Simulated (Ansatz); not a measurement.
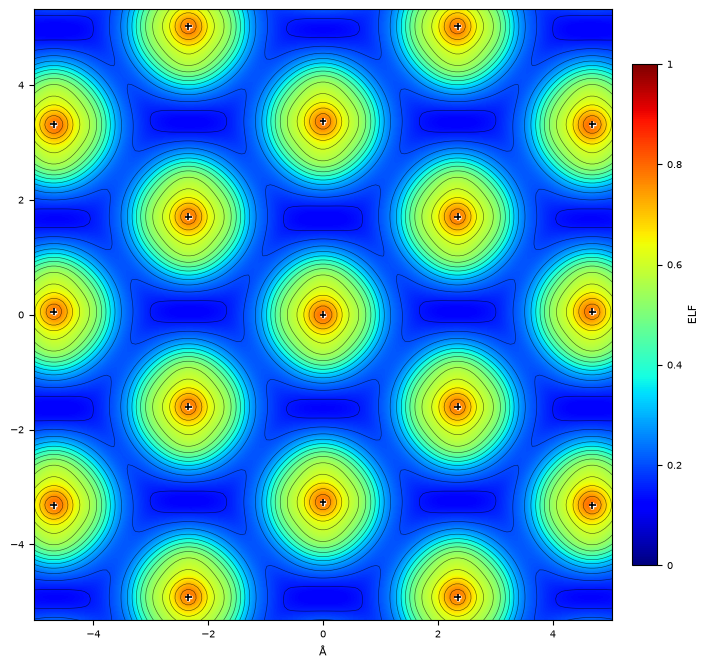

The ELF on a plane through atoms (crosses mark nuclei in the plane).

All numbers below come from DFT r2SCAN, scalar-relativistic, plane waves, PAW (Ansatz).

Candidates:
A. CdTe, a = 6.56 Å, b = 6.56 Å, c = 6.56 Å, α = 90.00°, β = 90.00°, γ = 90.00°. Space group F-43m.
B. InSb, a = 6.56 Å, b = 6.56 Å, c = 6.56 Å, α = 90.00°, β = 90.00°, γ = 90.00°. Space group F-43m.
C. Au, a = 9.37 Å, b = 9.37 Å, c = 5.74 Å, α = 90.00°, β = 90.00°, γ = 120.00°. Space group R3m; a structure from a database of computed crystals, not necessarily the ambient phase; changed on purpose from its base cell (atom 1 (Au) moved -0.090 A towards its neighbour atom 2 (Au) at 2.870 A); not relaxed (largest force 0.5 eV/Å); computed pressure about −5 GPa in this cell.

Q: Which candidate gave the map?

A: Candidate C: Au on the (101) plane of the conventional cell, which holds Au. Au–Au (2.84 Å): the ELF is about 0.20 at the midpoint; no localised pair shows between them. Au–Au (2.90 Å): the ELF is about 0.20 at the midpoint: no shared electron pair shows on this line.
